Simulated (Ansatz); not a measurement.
# MoS3: a trial structure relaxed

The task: take a trial cell of MoS3 to zero force and stress.

Method: DFT PBE, scalar-relativistic, plane waves, PAW, in Ansatz 0.2.0.

### 1 The structure to begin with

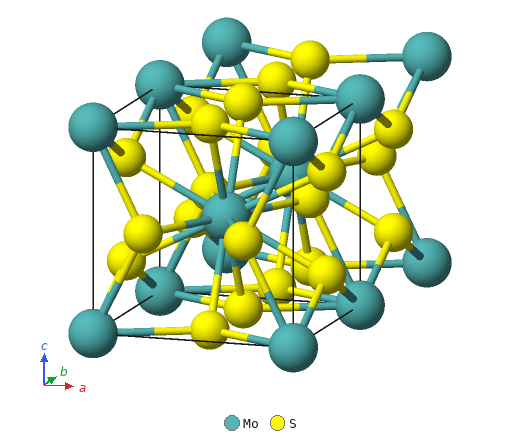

The starting structure, seen slightly off an axis (molybdenum teal, sulfur yellow). 1×2×1 cells are drawn. Atoms on the faces are drawn again on the opposite ones.

Coordinates:

```
Mo S
1.0
     5.29046    0.00000    0.00000
     0.00000    5.29046    0.00000
     0.00000    0.00000    5.29046
Mo S
2 6
Direct
  0.00000 0.00000 0.00000
  0.50000 0.50000 0.50000
  0.25000 0.00000 0.50000
  0.50000 0.75000 0.00000
  0.75000 0.00000 0.50000
  0.50000 0.25000 0.00000
  0.00000 0.50000 0.75000
  0.00000 0.50000 0.25000
```

The cell is invented: species swapped into a database cell of GaMo3 (Pm-3n, No. 223), with Mo on the Ga sites and S on the Mo sites. Lengths come from tabulated atomic sizes and are only a guess.

### 2 The guess as it stands, on a coarse mesh

Contents of input.yaml:

```yaml
crystal:
  lattice:
    - [5.29045834, 0.0, 0.0]
    - [0.0, 5.29045834, 0.0]
    - [0.0, 0.0, 5.29045834]
  atoms:
    - { symbol: Mo, position: [0.0, 0.0, 0.0], spin: 1.0 }
    - { symbol: Mo, position: [0.5, 0.5, 0.5], spin: 1.0 }
    - { symbol: S, position: [0.25, 0.0, 0.5] }
    - { symbol: S, position: [0.5, 0.75, 0.0] }
    - { symbol: S, position: [0.75, 0.0, 0.5] }
    - { symbol: S, position: [0.5, 0.25, 0.0] }
    - { symbol: S, position: [0.0, 0.5, 0.75] }
    - { symbol: S, position: [0.0, 0.5, 0.25] }
basis:
  ecutwfc: 420
kpoints:
  mp_grid: { grid: [4, 4, 4] }
hamiltonian:
  xc: pbe
scf:
  occupations: { method: gaussian, width: 0.1 }
  lower_state_search: "off"
output:
  forces: true
  stress: true
  eigenvalues: true
  populations: true
magnetization:
  spin_polarized: true
```

On the command line:

```console
$ ansatz run input.yaml --threads 1 --pin off --max-ram 2560MiB --backend cpu --events-out ev --progress --plain --runs-dir out
```

Log, cut to the lines that bear on the results:

```text
[...]
SCF converged after 19 iterations
Magnetization: 1.0701 μB (32.5351 up, 31.4649 down)
Absolute magnetization: 1.8219 μB (∫|ρ↑−ρ↓|, with the PAW one-centre terms)
Spin contamination: 0.0946 ħ² per cell (⟨S²⟩ above its minimum at these occupations)
[...]
Free energy (F): -15319.597725 eV
[...]
E sigma→0 (E₀):  -15319.579260 eV
Entropy (-TS):   -0.036929 eV (-4.616 meV/atom)
Fermi energy:    9.975273 eV
[...]
--- Forces (eV/Å), atoms counted from 1 ---
  atom   1  Mo     0.00000000    -0.00000000     0.00000000
  atom   2  Mo     0.00000000    -0.00000000     0.00000000
  atom   3  S      0.00000000    -0.00000000     0.00000000
  atom   4  S      0.00000000    -0.00000000     0.00000000
  atom   5  S     -0.00000000     0.00000000     0.00000000
  atom   6  S     -0.00000000    -0.00000000     0.00000000
  atom   7  S      0.00000000     0.00000000     0.00000000
  atom   8  S      0.00000000     0.00000000     0.00000000
[...]
--- Stress (GPa, compression-positive) ---
      -17.728762       0.000000       0.000000
        0.000000     -17.728762       0.000000
        0.000000       0.000000     -17.728762
  P = ⅓ Tr σ = -17.7288 GPa (-177.288 kbar)
--- Band table (eV; the first three rows and the last of 20) ---
[...]
--- Löwdin populations: 8 sites ---
  site symbol       q [e]    m [muB]
     0     Mo     13.4072     0.7297
     1     Mo     13.4072     0.7297
     2      S      6.1252    -0.0670
     3      S      6.1252    -0.0670
     4      S      6.1252    -0.0670
     5      S      6.1252    -0.0670
     6      S      6.1252    -0.0670
     7      S      6.1252    -0.0670
  spilling = 0.006789 (of n_electrons = 64.000000)
```

Run time: 19 s. Hardware: 1 thread of Arm Neoverse V1, shared host; peak memory 0.42 GiB.

Per atom:

| atom | moment in the atom's sphere (μB) | Löwdin electrons |
| --- | --- | --- |
| Mo1 | 0.64 | 13.41 |
| Mo2 | 0.64 | 13.41 |
| S3 | -0.05 | 6.13 |
| S4 | -0.05 | 6.13 |
| S5 | -0.05 | 6.13 |
| S6 | -0.05 | 6.13 |
| S7 | -0.05 | 6.13 |
| S8 | -0.05 | 6.13 |

The Löwdin counts miss 0.43 of the 64 electrons, which the atomic orbitals do not span, so they are no charges.

The probe gives pressure -17.7 GPa, largest force 0.00 eV/Å, gap on this mesh none (metal). A cheap, loose relaxation comes first.

### 3 Rough relaxation on the coarse mesh

Changes to input.yaml since step 2:

```diff
@@ -30 +30,6 @@
   spin_polarized: true
+relax:
+  adjacent_minimum: "off"
+  f_tol: 0.04
+  max_steps: 70
+  cell: { stress_tol: 0.4 }
```

On the command line:

```console
$ ansatz run input.yaml --threads 1 --pin off --max-ram 2560MiB --backend cpu --events-out ev --progress --plain --runs-dir out
```

Log:

```text
Warning: RAYON_NUM_THREADS=1 ignored (pool sized by the plan → 1); use --threads N
Engine: ansatz 0.2.0, aarch64-unknown-linux-gnu
Pseudopotentials: kind: paw
Pseudopotential: Mo, paw, valence charge 14, recommended cutoff 420 eV (normal), Mo.paw.azcp
Pseudopotential: S, paw, valence charge 6, recommended cutoff 420 eV (normal), S.paw.azcp
Functional definition: PBE
  parameter kappa = 0.804
  parameter beta = 0.06672455060314922
  exchange = pbe_x(kappa = kappa, mu = beta*pi^2/3)
  correlation = pbe_c(beta = beta)
Crystal: 8 atoms, lattice volume = 148.074 Å³
Basis set: ecut = 420 eV, 2945 PW (Γ), exchange–correlation on 72×72×72 points (8 copies of the dense FFT grid, shifted against one another)
Bands: 41, of which v1, the nominal top of the filled ones, is band 32 counted from 1 (31 counted from 0)
Symmetry: 48 space group operations
Space group: Pm-3n (ITA 223), of the structure as read, at distance tolerance 5.3e-5 Å
Magnetic group: BNS 223.104 (UNI 1606), of the structure as read, at distance tolerance 5.3e-5 Å
k-points: 10 of 64
Non-local potential: Mo, projectors of the file, l = 0: 3, l = 1: 2, l = 2: 2, l = 3: 1
Non-local potential: S, projectors of the file, l = 0: 2, l = 1: 2, l = 2: 2
PAW form: soft (Blöchl's): semilocal exchange-correlation on the pseudo side does not see the compensation charge
PAW one-centre angular grid: Mo, 590 points (default); XC on 64 Gauss nodes
PAW one-centre angular grid: S, 110 points (default); XC on 64 Gauss nodes
Initial density: superposition of atomic densities (chi_scale 0.1, normalization cell)
Starting moments: Σ|m| = 2 μB on 2 of 8 sites
Initial wavefunctions: pseudopotential atomic-orbital guess
Functional: x = pbe(κ = 0.804, μ = 0.2195149727645171), c = pbe(β = 0.06672455060314922)
SCF iter   1: F=—  HF=-15325.859340 eV  |F-HF|=—  |Δ(HF+E_count)|=         —  Δρ=7.35e-2 (↑7.35e-2 ↓5.01e-2)  dr2=5.35e1  dr2_m=3.95e-1  M=0.840 μB ∫|m|=1.296 μB  β_m=0.30  ethr=3.10e-3  ⟨swp⟩=6.7  Hψ=3001  notcnv=0
preconditioner: auto → Kerker (q_TF=auto, 2.372 Å⁻¹)  [metal: Δε(μ)=0.074 eV  Ē_g=7.693 eV  σ=0.100 eV  W_gap=0.36  n_scr=26 (ndim 8)  ℏωp=21.1 eV  f_vac=0.000  D(μ)=3.66/eV (n_scr^D=26)]
spin=Collinear: Kerker preconditioning applied to the charge; magnetization (m = ρ↑ − ρ↓) channel mixes plain (no charge-response kernel on spin).
SCF iter   2: F=—  HF=-15319.715485 eV  |F-HF|=—  |Δ(HF+E_count)|=    6.14e0  Δρ=1.60e-2 (↑1.49e-2 ↓1.60e-2)  dr2=7.85e-1  dr2_m=9.61e-2  M=1.145 μB ∫|m|=1.594 μB  β_m=0.30  ethr=3.10e-3  ⟨swp⟩=3.0  Hψ=1838  notcnv=0  defer=44
SCF iter   3: F=—  HF=-15319.647880 eV  |F-HF|=—  |Δ(HF+E_count)|=   6.76e-2  Δρ=1.24e-2 (↑9.72e-3 ↓1.24e-2)  dr2=3.64e-1  dr2_m=4.90e-2  M=1.124 μB ∫|m|=1.624 μB  β_m=1.00  ethr=1.23e-3  ⟨swp⟩=1.5  Hψ=911  notcnv=0  defer=44
SCF iter   4: F=—  HF=-15319.605919 eV  |F-HF|=—  |Δ(HF+E_count)|=   4.20e-2  Δρ=2.89e-3 (↑2.81e-3 ↓2.89e-3)  dr2=9.18e-2  dr2_m=8.71e-4  M=1.036 μB ∫|m|=1.702 μB  β_m=0.30  ethr=5.69e-4  ⟨swp⟩=2.0  Hψ=1369  notcnv=0  defer=44
SCF iter   5: F=—  HF=-15319.600208 eV  |F-HF|=—  |Δ(HF+E_count)|=   5.71e-3  Δρ=2.08e-3 (↑2.08e-3 ↓1.54e-3)  dr2=2.67e-2  dr2_m=7.32e-4  M=1.049 μB ∫|m|=1.722 μB  β_m=1.00  ethr=1.43e-4  ⟨swp⟩=1.9  Hψ=931  notcnv=0  defer=44
SCF iter   6: F=—  HF=-15319.607880 eV  |F-HF|=—  |Δ(HF+E_count)|=   7.67e-3  Δρ=2.83e-3 (↑2.83e-3 ↓2.69e-3)  dr2=1.02e-1  dr2_m=8.02e-5  M=1.021 μB ∫|m|=1.744 μB  β_m=0.30  ethr=4.17e-5  ⟨swp⟩=2.3  Hψ=1268  notcnv=0  defer=39
SCF iter   7: F=—  HF=-15319.597939 eV  |F-HF|=—  |Δ(HF+E_count)|=   9.94e-3  Δρ=3.19e-4 (↑2.85e-4 ↓3.19e-4)  dr2=1.09e-4  dr2_m=8.52e-5  M=1.037 μB ∫|m|=1.758 μB  β_m=1.00  ethr=4.17e-5  ⟨swp⟩=2.0  Hψ=952  notcnv=0  defer=40
SCF iter   8: F=—  HF=-15319.597926 eV  |F-HF|=—  |Δ(HF+E_count)|=   1.24e-5  Δρ=3.74e-4 (↑2.13e-4 ↓3.74e-4)  dr2=8.24e-4  dr2_m=2.38e-5  M=1.040 μB ∫|m|=1.774 μB  β_m=1.00  ethr=1.71e-7  ⟨swp⟩=2.0  Hψ=1451  notcnv=0  defer=34
SCF iter   9: F=—  HF=-15319.597760 eV  |F-HF|=—  |Δ(HF+E_count)|=   1.66e-4  Δρ=1.21e-4 (↑1.21e-4 ↓1.07e-4)  dr2=3.68e-6  dr2_m=1.61e-5  M=1.046 μB ∫|m|=1.786 μB  β_m=1.00  ethr=1.71e-7  ⟨swp⟩=2.0  Hψ=1433  notcnv=0  defer=34
SCF iter  10: F=—  HF=-15319.597741 eV  |F-HF|=—  |Δ(HF+E_count)|=   1.95e-5  Δρ=8.65e-5 (↑8.65e-5 ↓5.89e-5)  dr2=3.61e-6  dr2_m=6.36e-6  M=1.050 μB ∫|m|=1.793 μB  β_m=1.00  ethr=5.75e-9  ⟨swp⟩=2.0  Hψ=1458  notcnv=0  defer=34
SCF iter  11: F=—  HF=-15319.597734 eV  |F-HF|=—  |Δ(HF+E_count)|=   6.14e-6  Δρ=5.91e-5 (↑2.65e-5 ↓5.91e-5)  dr2=6.47e-6  dr2_m=2.19e-6  M=1.053 μB ∫|m|=1.797 μB  β_m=0.30  ethr=5.63e-9  ⟨swp⟩=2.0  Hψ=1437  notcnv=0  defer=34
Mixer restart at iter 11: flushing history
spin-set hold released at iteration 11 (site moments contracting): the magnetisation degrees of freedom join the quasi-Newton model from the next iteration; the mixer history was flushed
SCF iter  12: F=—  HF=-15319.597719 eV  |F-HF|=—  |Δ(HF+E_count)|=   1.58e-5  Δρ=4.11e-5 (↑4.11e-5 ↓3.30e-5)  dr2=5.30e-7  dr2_m=1.80e-6  M=1.053 μB ∫|m|=1.798 μB  β_m=0.61  ethr=5.63e-9  ⟨swp⟩=2.5  Hψ=1301  notcnv=0  defer=34
SCF iter  13: F=—  HF=-15319.597725 eV  |F-HF|=—  |Δ(HF+E_count)|=   6.56e-6  Δρ=6.89e-5 (↑5.97e-5 ↓6.89e-5)  dr2=5.66e-5  dr2_m=2.88e-7  M=1.054 μB ∫|m|=1.798 μB  β_m=0.48  ethr=8.27e-10  ⟨swp⟩=2.8  Hψ=1551  notcnv=0  defer=34
SCF iter  14: F=—  HF=-15319.597721 eV  |F-HF|=—  |Δ(HF+E_count)|=   4.05e-6  Δρ=2.07e-5 (↑2.07e-5 ↓1.50e-5)  dr2=4.96e-8  dr2_m=4.30e-7  M=1.055 μB ∫|m|=1.799 μB  β_m=0.74  ethr=8.27e-10  ⟨swp⟩=2.6  Hψ=1495  notcnv=0  defer=34
SCF iter  15: F=—  HF=-15319.597722 eV  |F-HF|=—  |Δ(HF+E_count)|=   9.10e-7  Δρ=1.47e-5 (↑1.47e-5 ↓1.22e-5)  dr2=1.19e-8  dr2_m=2.43e-7  M=1.056 μB ∫|m|=1.801 μB  β_m=0.87  ethr=7.76e-11  ⟨swp⟩=9.0  Hψ=3303  notcnv=0
SCF iter  16: F=—  HF=-15319.597723 eV  |F-HF|=—  |Δ(HF+E_count)|=   6.68e-7  Δρ=1.29e-5 (↑1.29e-5 ↓1.12e-5)  dr2=1.09e-8  dr2_m=1.96e-7  M=1.058 μB ∫|m|=1.803 μB  β_m=0.44  ethr=1.86e-11  ⟨swp⟩=4.8  Hψ=2966  notcnv=0
iter 17 did not close the SCF: its close was put off for a magnetic moment that had not settled (scf_convergence_deferred on its scf_iter line)
SCF iter  17: F=-15319.597724 eV  HF=-15319.597724 eV  |F-HF|=5.91e-8  |Δ(HF+E_count)|=   9.84e-7  Δρ=7.98e-6 (↑7.32e-6 ↓7.98e-6)  dr2=3.54e-9  dr2_m=7.90e-8  M=1.062 μB ∫|m|=1.809 μB  β_m=0.76  ethr=1.71e-11  ⟨swp⟩=4.7  Hψ=2934  notcnv=0
iter 18 did not close the SCF: its close was put off for a magnetic moment that had not settled (scf_convergence_deferred on its scf_iter line)
SCF iter  18: F=-15319.597725 eV  HF=-15319.597725 eV  |F-HF|=3.18e-9  |Δ(HF+E_count)|=   9.08e-7  Δρ=1.54e-6 (↑1.54e-6 ↓1.36e-6)  dr2=3.57e-10  dr2_m=2.67e-9  M=1.069 μB ∫|m|=1.820 μB  β_m=0.91  ethr=5.53e-12  ⟨swp⟩=2.0  Hψ=3438  notcnv=0
SCF iter  19: F=-15319.597725 eV  HF=-15319.597725 eV  |F-HF|=9.82e-11  |Δ(HF+E_count)|=   3.64e-8  Δρ=2.58e-7 (↑2.58e-7 ↓2.27e-7)  dr2=2.40e-11  dr2_m=6.98e-11  M=1.070 μB ∫|m|=1.823 μB  ethr=1.00e-12  ⟨swp⟩=1.1  Hψ=3016  notcnv=0
SCF 1 converged in 19 iterations: F = -15319.597725 eV  dr2 = 2.40e-11
relax step   1: F+E_penalty+E_count = -15319.59772459 eV  Δ(F+E_penalty+E_count) = +0.000e0 eV  max|allowed force component| = 5.580e-17 eV/Å  Δτ_max = 0.0000 Å  P = -17.729 GPa  Ω = 148.074 Å³  (19 SCF iters, accepted)
[... 23 lines left out ...]
relax step   2: F+E_penalty+E_count = -15321.35998049 eV  Δ(F+E_penalty+E_count) = -1.762e0 eV  max|allowed force component| = 1.246e-16 eV/Å  Δτ_max = 0.0000 Å  P = -7.762 GPa  Ω = 127.457 Å³  energy of the carried Pulay correction = +1.339e-3 eV  (11 SCF iters, dr2 threshold 8.00e-7 eV, accepted)
[... 17 lines left out ...]
relax step   3: F+E_penalty+E_count = -15321.50971899 eV  Δ(F+E_penalty+E_count) = -1.497e-1 eV  max|allowed force component| = 3.394e-16 eV/Å  Δτ_max = 0.0000 Å  P = +5.086 GPa  Ω = 115.028 Å³  energy of the carried Pulay correction = +2.248e-3 eV  (9 SCF iters, dr2 threshold 8.00e-7 eV, accepted)
[... 18 lines left out ...]
relax step   4: F+E_penalty+E_count = -15321.57329761 eV  Δ(F+E_penalty+E_count) = -6.358e-2 eV  max|allowed force component| = 8.168e-17 eV/Å  Δτ_max = 0.0000 Å  P = -0.159 GPa  Ω = 119.322 Å³  energy of the carried Pulay correction = +1.925e-3 eV  (8 SCF iters, dr2 threshold 8.00e-7 eV, accepted)
[... 11 lines left out ...]
relax step   5: F+E_penalty+E_count = -15321.57121158 eV  Δ(F+E_penalty+E_count) = +2.086e-3 eV  max|allowed force component| = 8.110e-17 eV/Å  Δτ_max = 0.0000 Å  P = -0.158 GPa  Ω = 119.322 Å³  stress off target by 1.58e-1 GPa  SCF on the basis re-selected at this cell (its energy is not comparable with the rows above)  (5 SCF iters)
basis re-selected at this cell: Δ(F+E_penalty+E_count) = +2.086e-3 eV, ΔP = +0.001 GPa vs the last step (what re-selecting the basis moved, of the pressure what is left beyond the Pulay correction that the steps carried, after the strain that the cell walked since its last selection, with what the two solves' SCF thresholds leave and, on support functions, any second-order correction that the steps lacked; it is no measure of the basis error at this ecutwfc). This SCF's stress stands 1.58e-1 GPa from its target on what of the cell is left free (relax.cell.stress_tol is 4.00e-1 GPa) and its largest allowed force component is 8.11e-17 eV/Å (relax.f_tol is 4.00e-2 eV/Å): within both
SCF converged after 5 iterations
Magnetization: 0.0000 μB (32.0000 up, 32.0000 down)
Absolute magnetization: 0.0001 μB (∫|ρ↑−ρ↓|, with the PAW one-centre terms)
Spin contamination: 0.0000 ħ² per cell (⟨S²⟩ above its minimum at these occupations)
Per-site moments (μB) at R_I (Å): [(1.9181040788005767e-5, 1.1352445780701368), (1.918104078810229e-5, 1.1352445780701368), (-1.2671325318915185e-6, 1.0153936190611572), (-1.2671325319610701e-6, 1.0153936190611572), (-1.2671325318511843e-6, 1.0153936190611572), (-1.2671325319246888e-6, 1.0153936190611572), (-1.2671325318813895e-6, 1.0153936190611572), (-1.2671325319242701e-6, 1.0153936190611572)]
Free energy (F): -15321.571212 eV
Harris-Foulkes:  -15321.571212 eV  (|F-HF|=1.76e-10)
Internal energy: -15321.545925 eV  (E = F + TS)
E sigma→0 (E₀):  -15321.558568 eV
Entropy (-TS):   -0.025286 eV (-3.161 meV/atom)
Fermi energy:    13.968241 eV
--- Per-component energies (eV) ---
  E_band       = -103.784435
  E_kinetic    = 1518.592146
  E_local      = -2461.602137  (includes V_loc(G=0)·N_el)
  E_nonlocal   = 462.712861
  E_hartree    = 837.400923
  E_xc         = -948.352876
  E_vxc        = -981.550579  (∫ρ·V_xc dr)
  E_paw        = -10003.475973  (= ΣΔE_a)
  E_vpaw       = -316.738844  (= ΣTr[D̂ρ^β])
  E_aug_tail   = 0.000097  (compensation charges beyond the density's cutoff)
  E_ewald      = -4726.820967
  E_smearing   = -0.025286  (= −TS)
  E_closure    = 0.000000  (closes the sum)
  Σ components = -15321.571212   (vs F -15321.571212, Δ=0.00e0)
--- Forces (eV/Å), atoms counted from 1 ---
  atom   1  Mo    -0.00000000    -0.00000000    -0.00000000
  atom   2  Mo     0.00000000    -0.00000000     0.00000000
  atom   3  S      0.00000000    -0.00000000     0.00000000
  atom   4  S      0.00000000    -0.00000000    -0.00000000
  atom   5  S     -0.00000000     0.00000000    -0.00000000
  atom   6  S     -0.00000000     0.00000000     0.00000000
  atom   7  S     -0.00000000     0.00000000    -0.00000000
  atom   8  S      0.00000000    -0.00000000    -0.00000000
  max |Σ_I F_I| component: 3.82e-17 eV/Å
--- Stress (GPa, compression-positive) ---
       -0.157616       0.000000      -0.000000
        0.000000      -0.157616       0.000000
       -0.000000       0.000000      -0.157616
  P = ⅓ Tr σ = -0.1576 GPa (-1.576 kbar)
--- Band table (eV; the first three rows and the last of 20) ---
  k-point 0 ↑: bands = ["-48.0859", "-48.0849", "-22.1443", "-22.1443", "-22.1443", "-22.1319", "-22.1319", "-22.1319", "-3.4667", "-0.8562", "-0.8562", "1.9531", "1.9531", "1.9531", "5.8002", "5.8002", "6.7355", "7.3073", "7.3073", "7.3073", "8.5215", "8.5215", "8.5215", "10.9139", "10.9139", "10.9139", "11.4287", "11.4287", "11.4287", "13.7483", "13.7483", "14.4404", "14.4404", "15.8995", "15.8995", "15.8995", "16.3650", "16.3650", "16.3650", "17.3236", "17.3236"]
[... 3 lines left out ...]
--- Relaxed structure (4 steps of the walk, 4 accepted, 1 SCFs on fresh bases) ---
  F+E_penalty+E_count = -15321.57121158 eV   max|allowed force component| = 8.110e-17 eV/Å   (the final SCF, on the basis selected at the relaxed cell)
  cell:  # Å, volume = 119.3222 Å³
    - [4.923120577266217, -1.4203733339855863e-33, -1.79753461476142e-33]
    - [-1.4203733339855863e-33, 4.923120577266217, 0.0]
    - [-1.2839532962581573e-33, 0.0, 4.923120577266217]
  atoms:
    - { symbol: Mo, position: [-2.560118948551158e-34, -9.385364780839272e-36, 4.057511238585061e-35] }
    - { symbol: Mo, position: [0.5, 0.5, 0.5] }
    - { symbol: S, position: [0.25, 7.404009993773207e-35, 0.5] }
    - { symbol: S, position: [0.5, 0.7499999999999999, 1.9339539548396125e-35] }
    - { symbol: S, position: [0.7499999999999999, -4.882285719325485e-35, 0.5] }
    - { symbol: S, position: [0.5, 0.25, 3.147415259837012e-35] }
    - { symbol: S, position: [1.0195919011911755e-34, 0.5, 0.7499999999999999] }
    - { symbol: S, position: [9.096219704257865e-35, 0.5, 0.25] }
--- Löwdin populations: 8 sites ---
  site symbol       q [e]    m [muB]
     0     Mo     13.5594     0.0000
     1     Mo     13.5594     0.0000
     2      S      6.0437    -0.0000
     3      S      6.0437    -0.0000
     4      S      6.0437    -0.0000
     5      S      6.0437    -0.0000
     6      S      6.0437    -0.0000
     7      S      6.0437    -0.0000
  spilling = 0.009673 (of n_electrons = 64.000000)
```

It took 58 s on 1 thread of Arm Neoverse V1, shared host; peak memory 0.45 GiB.

Relaxation path:

```
step  energy from step 1 (eV/cell)  largest force component (eV/Å)  pressure (GPa)  volume (Å³)
   1                        0.0000                          0.0000          -17.73       148.07
   2                       -1.7623                          0.0000           -7.76       127.46
   3                       -1.9120                          0.0000            5.09       115.03
   4                       -1.9756                          0.0000           -0.16       119.32
   5                       -1.9735                          0.0000           -0.16       119.32
```

Step 1 is the start. Step 5 repeats the geometry before it on a plane-wave basis chosen anew for that cell, so its energy need not be comparable with the rows above.

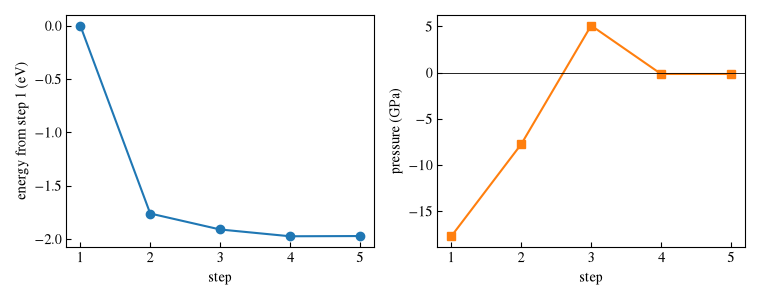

Energy and pressure along the relaxation.

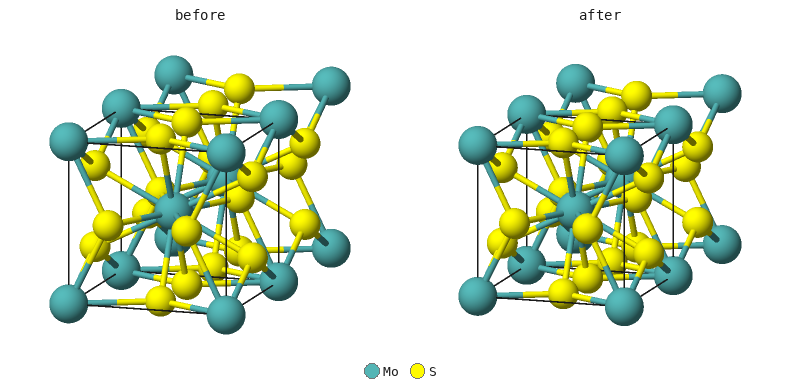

Before and after, at one scale.

|  | before | after | change |
| --- | --- | --- | --- |
| a (Å) | 5.290 | 4.923 | -6.9 % |
| b (Å) | 5.290 | 4.923 | -6.9 % |
| c (Å) | 5.290 | 4.923 | -6.9 % |
| volume (Å³/atom) | 18.51 | 14.92 | -19.4 % |
| shortest distance (Å) | 2.645 | 2.462 | -6.9 % |
| space group (0.01 Å) | Pm-3n | Pm-3n | same |

The run keeps the 48 symmetry operations of the start, so it could not have lowered the symmetry.

Per atom:

| atom | Löwdin electrons |
| --- | --- |
| Mo1 | 13.56 |
| Mo2 | 13.56 |
| S3 | 6.04 |
| S4 | 6.04 |
| S5 | 6.04 |
| S6 | 6.04 |
| S7 | 6.04 |
| S8 | 6.04 |

The Löwdin counts miss 0.62 of the 64 electrons, which the atomic orbitals do not span, so they are no charges.

[end of part 1 of 2]
